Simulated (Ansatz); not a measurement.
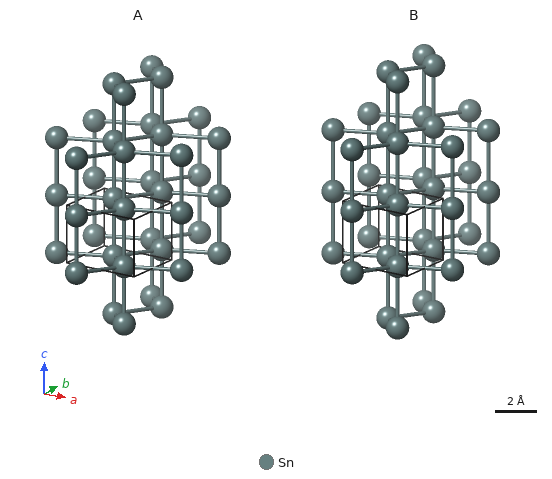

Two geometries of a crystal of Sn (a generated structure, set up in P6/mmm), drawn at one scale. One is the start of a relaxation, the other its converged end. The picture is a ball-and-stick view of the cell of the calculation, repeated 1 × 2 × 2 with one cell outlined, seen slightly off an axis.

These are results of DFT PBE+D3(BJ), scalar-relativistic, plane waves, PAW in Ansatz 0.2.0, not measurements. Settings: plane-wave cutoff 420 eV; k-point mesh 12 × 12 × 14; occupations gaussian; smearing width 0.1 eV; no spin polarisation; cell and atoms relaxed; force threshold 0.01 eV/Å; at most 60 steps.

Which geometry has the lower energy?

Structure B is the relaxed one. Case: C → Sn on all its sites, cell and atoms relaxed. No atom moves by more than 0.005 Å relative to the cell. The volume changes by −2.1 %, with a = b 5.283 → 5.050 Å (−4.4 %), c 2.893 → 3.099 Å (+7.1 %). Some distances before and after: Sn–Sn 2.893 → 3.099 Å, Sn–Sn 3.050 → 2.916 Å. The space group stays P6/mmm (No. 191). After 4 accepted moves (5 points after the start) the energy has fallen by 60.2 meV per atom. All forces vanish by symmetry, so only the cell relaxes. Pressure: 0.41 GPa at the start and 0.00 GPa at the end. At 1 point the geometry stayed and the basis and grid were re-selected for the new cell (energy shift of less than 0.05 meV per atom at most each time). Cost: 66 s on 1 thread of Arm Neoverse V2 (shared host), peak memory 0.45 GiB.
